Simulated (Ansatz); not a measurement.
Geometry relaxation of HgSe (part 1 of 2)

HgSe (2 atoms in the cell), computed with DFT PBEsol, scalar-relativistic, plane waves, PAW, no spin polarisation (Ansatz 0.2.0).

The structure derives from an entry of the Crystallography Open Database. Figures and captions count atoms from 1; the log counts them from 0 in places.

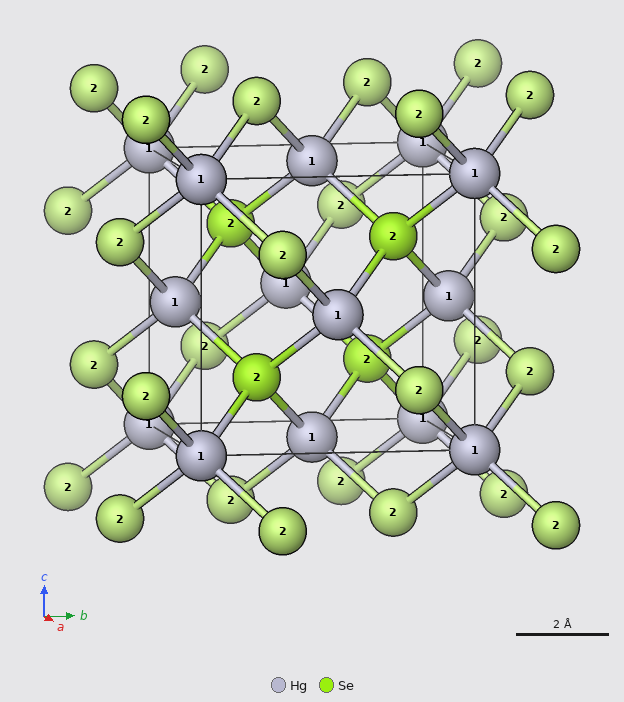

Fig. 1: The starting structure (ball-and-stick view of the cell 4 times as large as that of the calculation, set on its symmetry axes, seen slightly off an axis; neighbours outside the cell are drawn fainter; atoms are numbered from 1 in the order of the input). Near neighbours in the crystal (not all of them lie inside the picture): Hg has 4 Se at 2.63 Å; Se has 4 Hg at 2.63 Å.

## Input file
```yaml
crystal:
  lattice:
    - [0.0, 3.039, 3.039]
    - [3.039, 0.0, 3.039]
    - [3.039, 3.039, 0.0]
  atoms:
    - { symbol: Hg, position: [0.0, 0.0, 0.0] }
    - { symbol: Se, position: [0.25, 0.25, 0.25] }
basis:
  ecutwfc: 420
kpoints:
  mp_grid: { grid: [12, 12, 12] }
hamiltonian:
  xc: pbesol
scf:
  occupations: { method: gaussian, width: 0.1 }
output:
  forces: true
  stress: true
  eigenvalues: true
  write_density: true
  write_potential: true
  elf: true
  volumetric_format: npy
relax:
  adjacent_minimum: "off"
  f_tol: 0.005
  max_steps: 80
  cell: { stress_tol: 0.05 }
```

Hardware: 1 thread of Intel Xeon @ 2.90GHz (Ice Lake), 64 GiB of memory available, shared host.

Command:
```bash
ansatz run input.yaml --threads 1 --pin off --max-ram 4096MiB --backend cpu --events-out ev --progress --plain --runs-dir out
```

## Output
```
Engine: ansatz 0.2.0, x86_64-unknown-linux-gnu
Pseudopotentials: kind: paw
Pseudopotential: Hg, paw, valence charge 20, recommended cutoff 420 eV (normal), Hg.paw.azcp
Pseudopotential: Se, paw, valence charge 16, recommended cutoff 420 eV (normal), Se.paw.azcp
Functional definition: PBEsol
  exchange = pbesol_x
  correlation = pbesol_c
Crystal: 2 atoms, lattice volume = 56.133 Å³
Basis set: ecut = 420 eV, 1067 PW (Γ), exchange–correlation on 60×60×60 points (8 copies of the dense FFT grid, shifted against one another)
Bands: 22, of which v1, the nominal top of the filled ones, is band 18 counted from 1 (17 counted from 0)
Symmetry: 24 space group operations
Space group: F-43m (ITA 216), of the structure as read, at distance tolerance 3.8e-5 Å
k-points: 72 of 1728 (time reversal used)
Non-local potential: Hg, projectors of the file, l = 0: 3, l = 1: 2, l = 2: 2, l = 3: 1
Non-local potential: Se, projectors of the file, l = 0: 2, l = 1: 2, l = 2: 3, l = 3: 1
PAW form: soft (Blöchl's): semilocal exchange-correlation on the pseudo side does not see the compensation charge
PAW frozen core: Hg, regenerated for the run's functional, and the local potential with it (the file was generated under x = pbe(κ = 0.804, μ = 0.2195149727645171), c = pbe(β = 0.06672455060314922))
PAW frozen core: Se, regenerated for the run's functional, and the local potential with it (the file was generated under x = pbe(κ = 0.804, μ = 0.2195149727645171), c = pbe(β = 0.06672455060314922))
PAW one-centre angular grid: Hg, 590 points (default); XC on 64 Gauss nodes
PAW one-centre angular grid: Se, 590 points (default); XC on 64 Gauss nodes
Initial density: superposition of atomic densities (neutral atoms: chi_scale 0, normalization atom), corrected by the library's trained network
Initial wavefunctions: pseudopotential atomic-orbital guess
Functional: x = pbesol(κ = 0.804, μ = 0.12345679012345678), c = pbesol(β = 0.046)
SCF iter   1: F=—  HF=-19092.625443 eV  |F-HF|=—  |Δ(HF+E_count)|=         —  Δρ=3.43e-3  dr2=1.04e-2  ethr=1.77e-3  ⟨swp⟩=5.6  Hψ=6754  notcnv=0
preconditioner: auto → none  [insulator: Δε(μ)=0.325 eV  Ē_g=11.228 eV  σ=0.100 eV  W_gap=0.82  n_scr=14 (ndim 8)  ℏωp=21.0 eV  f_vac=0.193  D(μ)=0.03/eV (n_scr^D=0)  ε∞_Penn≈4.5]
SCF iter   2: F=—  HF=-19092.623296 eV  |F-HF|=—  |Δ(HF+E_count)|=   2.15e-3  Δρ=1.05e-3  dr2=3.86e-4  ethr=2.89e-5  ⟨swp⟩=2.0  Hψ=3006  notcnv=0
SCF iter   3: F=—  HF=-19092.623365 eV  |F-HF|=—  |Δ(HF+E_count)|=   6.86e-5  Δρ=5.19e-4  dr2=1.04e-4  ethr=1.07e-6  ⟨swp⟩=2.0  Hψ=2593  notcnv=0
SCF iter   4: F=—  HF=-19092.623423 eV  |F-HF|=—  |Δ(HF+E_count)|=   5.83e-5  Δρ=1.81e-4  dr2=1.83e-5  ethr=2.89e-7  ⟨swp⟩=2.0  Hψ=2225  notcnv=0
SCF iter   5: F=—  HF=-19092.623423 eV  |F-HF|=—  |Δ(HF+E_count)|=   1.96e-7  Δρ=2.98e-5  dr2=4.14e-7  ethr=5.08e-8  ⟨swp⟩=2.0  Hψ=2161  notcnv=0
SCF iter   6: F=-19092.623424 eV  HF=-19092.623424 eV  |F-HF|=4.76e-8  |Δ(HF+E_count)|=   4.45e-7  Δρ=9.03e-6  dr2=2.13e-8  ethr=2.78e-10  ⟨swp⟩=9.3  Hψ=10997  notcnv=0
SCF 1 converged in 6 iterations: F = -19092.623424 eV  dr2 = 2.13e-8
  greatest PAW one-centre occupation: 1.000 electrons in one spin orbital (limit 2), on the Hg atom at site 0 (counted from 0), in its partial waves of l = 0
relax step   1: F+E_penalty+E_count = -19092.62342378 eV  Δ(F+E_penalty+E_count) = +0.000e0 eV  max|allowed force component| = 8.327e-17 eV/Å  Δτ_max = 0.0000 Å  P = +1.488 GPa  Ω = 56.133 Å³  (6 SCF iters, dr2 threshold 1.00e-7 eV, accepted)
Crystal: 2 atoms, lattice volume = 58.178 Å³
Basis set: ecut = 420 eV, 1139 PW (Γ), exchange–correlation on 60×60×60 points (8 copies of the dense FFT grid, shifted against one another)
Initial density: handed on by an earlier stage of this run
Initial wavefunctions: those handed on with the density
iter 1 solved again at ethr=6.50e-7 eV; its pass at ethr=3.10e-3 eV (dr2=2.34e-4 eV) is discarded
SCF iter   1: F=—  HF=-19092.629396 eV  |F-HF|=—  |Δ(HF+E_count)|=         —  Δρ=8.81e-4  dr2=3.14e-4  ethr=6.50e-7  ⟨swp⟩=2.0  Hψ=9671  notcnv=0
preconditioner: auto → none  [insulator: Δε(μ)=0.322 eV  Ē_g=11.071 eV  σ=0.100 eV  W_gap=0.84  n_scr=14 (ndim 8)  ℏωp=20.7 eV  f_vac=0.198  D(μ)=0.03/eV (n_scr^D=0)  ε∞_Penn≈4.5]
SCF iter   2: F=—  HF=-19092.629338 eV  |F-HF|=—  |Δ(HF+E_count)|=   5.79e-5  Δρ=3.45e-4  dr2=5.18e-5  ethr=6.50e-7  ⟨swp⟩=2.1  Hψ=2268  notcnv=0
SCF iter   3: F=—  HF=-19092.629328 eV  |F-HF|=—  |Δ(HF+E_count)|=   9.65e-6  Δρ=1.62e-4  dr2=1.15e-5  ethr=1.44e-7  ⟨swp⟩=2.0  Hψ=2153  notcnv=0
SCF iter   4: F=—  HF=-19092.629329 eV  |F-HF|=—  |Δ(HF+E_count)|=   8.48e-8  Δρ=2.31e-5  dr2=3.35e-7  ethr=3.19e-8  ⟨swp⟩=2.0  Hψ=2216  notcnv=0
SCF iter   5: F=-19092.629328 eV  HF=-19092.629328 eV  |F-HF|=1.43e-8  |Δ(HF+E_count)|=   6.52e-8  Δρ=7.52e-6  dr2=2.15e-8  ethr=5.56e-10  ⟨swp⟩=9.0  Hψ=11734  notcnv=0
SCF 2 converged in 5 iterations: F = -19092.629328 eV  dr2 = 2.15e-8
  Residual-converged pass: ⟨swp⟩=1.0  Hψ=1872  notcnv=0  max |occ|·‖R‖ = 6.9e-9 eV (tolerance 1.0e-8 eV)  dr2=2.15e-8  dr2_onsite=5.94e-9  max |Δocc| = 5.5e-11
relax step   2: F+E_penalty+E_count = -19092.62932848 eV  Δ(F+E_penalty+E_count) = -5.905e-3 eV  max|allowed force component| = 2.082e-17 eV/Å  Δτ_max = 0.0000 Å  P = -0.441 GPa  Ω = 58.178 Å³  energy of the carried Pulay correction = -3.401e-4 eV  (5 SCF iters, dr2 threshold 2.00e-7 eV, accepted)
Crystal: 2 atoms, lattice volume = 57.698 Å³
iter 1 solved again at ethr=5.70e-8 eV; its pass at ethr=3.10e-3 eV (dr2=2.05e-5 eV) is discarded
SCF iter   1: F=—  HF=-19092.630113 eV  |F-HF|=—  |Δ(HF+E_count)|=         —  Δρ=2.01e-4  dr2=1.56e-5  ethr=5.70e-8  ⟨swp⟩=3.1  Hψ=9125  notcnv=0
preconditioner: auto → none  [insulator: Δε(μ)=0.325 eV  Ē_g=11.104 eV  σ=0.100 eV  W_gap=0.83  n_scr=14 (ndim 8)  ℏωp=20.7 eV  f_vac=0.193  D(μ)=0.03/eV (n_scr^D=0)  ε∞_Penn≈4.5]
SCF iter   2: F=—  HF=-19092.630110 eV  |F-HF|=—  |Δ(HF+E_count)|=   3.14e-6  Δρ=7.73e-5  dr2=2.47e-6  ethr=4.33e-8  ⟨swp⟩=2.0  Hψ=2028  notcnv=0
SCF iter   3: F=—  HF=-19092.630109 eV  |F-HF|=—  |Δ(HF+E_count)|=   3.53e-7  Δρ=3.59e-5  dr2=5.64e-7  ethr=6.86e-9  ⟨swp⟩=2.0  Hψ=2159  notcnv=0
SCF iter   4: F=-19092.630109 eV  HF=-19092.630109 eV  |F-HF|=1.03e-8  |Δ(HF+E_count)|=   6.95e-8  Δρ=4.99e-6  dr2=1.49e-8  ethr=5.56e-10  ⟨swp⟩=9.0  Hψ=11310  notcnv=0
SCF 3 converged in 4 iterations: F = -19092.630109 eV  dr2 = 1.49e-8
  Residual-converged pass: ⟨swp⟩=1.0  Hψ=1872  notcnv=0  max |occ|·‖R‖ = 7.0e-9 eV (tolerance 1.0e-8 eV)  dr2=1.49e-8  dr2_onsite=7.66e-9  max |Δocc| = 5.8e-11
relax step   3: F+E_penalty+E_count = -19092.63010920 eV  Δ(F+E_penalty+E_count) = -7.807e-4 eV  max|allowed force component| = 1.764e-17 eV/Å  Δτ_max = 0.0000 Å  P = -0.024 GPa  Ω = 57.698 Å³  energy of the carried Pulay correction = -2.613e-4 eV  (4 SCF iters, dr2 threshold 2.00e-7 eV, accepted)
Initial wavefunctions: pseudopotential atomic-orbital guess (no wavefunctions were taken with the density)
iter 1 solved again at ethr=1.43e-7 eV; its pass at ethr=3.10e-3 eV (dr2=5.14e-5 eV) is discarded
SCF iter   1: F=—  HF=-19092.625409 eV  |F-HF|=—  |Δ(HF+E_count)|=         —  Δρ=6.45e-4  dr2=9.35e-6  ethr=1.43e-7  ⟨swp⟩=3.0  Hψ=10779  notcnv=0
preconditioner: auto → none  [insulator: Δε(μ)=0.326 eV  Ē_g=11.111 eV  σ=0.100 eV  W_gap=0.83  n_scr=14 (ndim 8)  ℏωp=20.7 eV  f_vac=0.193  D(μ)=0.03/eV (n_scr^D=0)  ε∞_Penn≈4.5]
SCF iter   2: F=—  HF=-19092.629174 eV  |F-HF|=—  |Δ(HF+E_count)|=   3.76e-3  Δρ=3.23e-4  dr2=2.50e-6  ethr=2.60e-8  ⟨swp⟩=2.4  Hψ=2262  notcnv=0
SCF iter   3: F=—  HF=-19092.630052 eV  |F-HF|=—  |Δ(HF+E_count)|=   8.78e-4  Δρ=1.66e-4  dr2=6.27e-7  ethr=6.94e-9  ⟨swp⟩=2.0  Hψ=2237  notcnv=0
SCF iter   4: F=—  HF=-19092.630349 eV  |F-HF|=—  |Δ(HF+E_count)|=   2.97e-4  Δρ=2.40e-5  dr2=4.86e-8  ethr=1.74e-9  ⟨swp⟩=2.0  Hψ=2235  notcnv=0
SCF iter   5: F=—  HF=-19092.630355 eV  |F-HF|=—  |Δ(HF+E_count)|=   5.82e-6  Δρ=5.29e-6  dr2=1.92e-8  ethr=1.35e-10  ⟨swp⟩=2.0  Hψ=2596  notcnv=0
SCF iter   6: F=—  HF=-19092.630355 eV  |F-HF|=—  |Δ(HF+E_count)|=   1.80e-8  Δρ=7.78e-7  dr2=2.88e-10  ethr=5.34e-11  ⟨swp⟩=2.0  Hψ=2161  notcnv=0
SCF iter   7: F=—  HF=-19092.630355 eV  |F-HF|=—  |Δ(HF+E_count)|=  6.08e-10  Δρ=1.59e-7  dr2=2.10e-11  ethr=1.00e-12  ⟨swp⟩=2.0  Hψ=2234  notcnv=0
SCF iter   8: F=-19092.630355 eV  HF=-19092.630355 eV  |F-HF|=7.28e-12  |Δ(HF+E_count)|=  6.55e-11  Δρ=5.05e-8  dr2=3.43e-12  ethr=1.00e-12  ⟨swp⟩=5.6  Hψ=6391  notcnv=0
SCF 4 converged in 8 iterations: F = -19092.630355 eV  dr2 = 3.43e-12
relax step   4: F+E_penalty+E_count = -19092.63035454 eV  Δ(F+E_penalty+E_count) = -2.453e-4 eV  max|allowed force component| = 2.082e-17 eV/Å  Δτ_max = 0.0000 Å  P = -0.027 GPa  Ω = 57.698 Å³  stress off target by 2.73e-2 GPa  SCF on the basis re-selected at this cell (its energy is not comparable with the rows above)  (8 SCF iters)
```

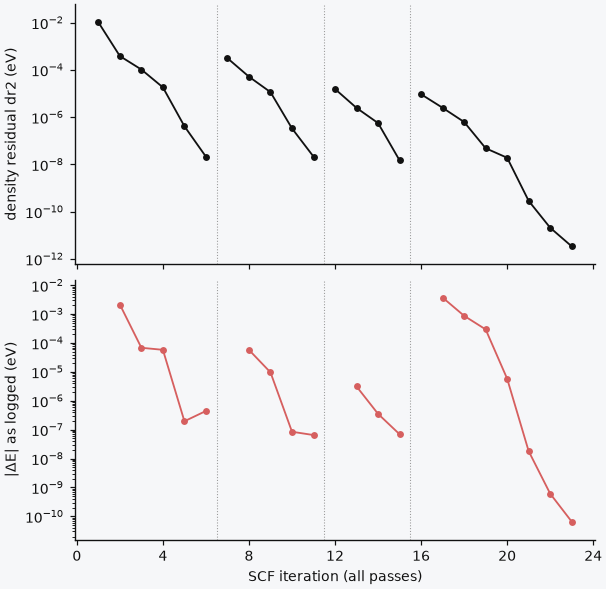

Fig. 2: Convergence of the self-consistent field: density residual dr2 and size of the energy change against the SCF iteration. The dotted lines part the SCF passes of the relaxation: geometry steps, rejected trials and re-solves on a re-selected basis. The passes take 6, 5, 4 and 8 iterations.

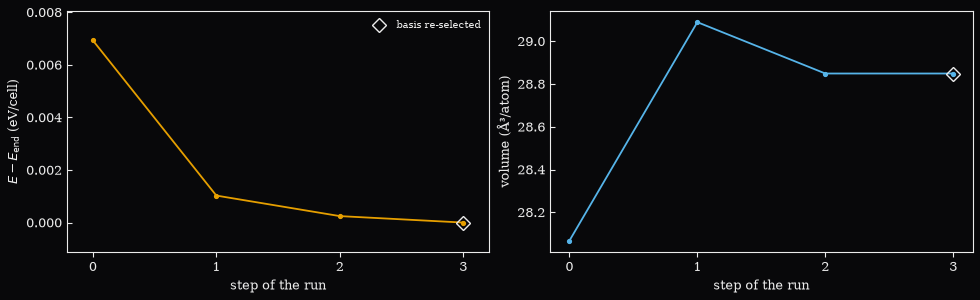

Fig. 3: Progress of the relaxation, step by step (the first geometry is step 0 here and step 1 in the log).
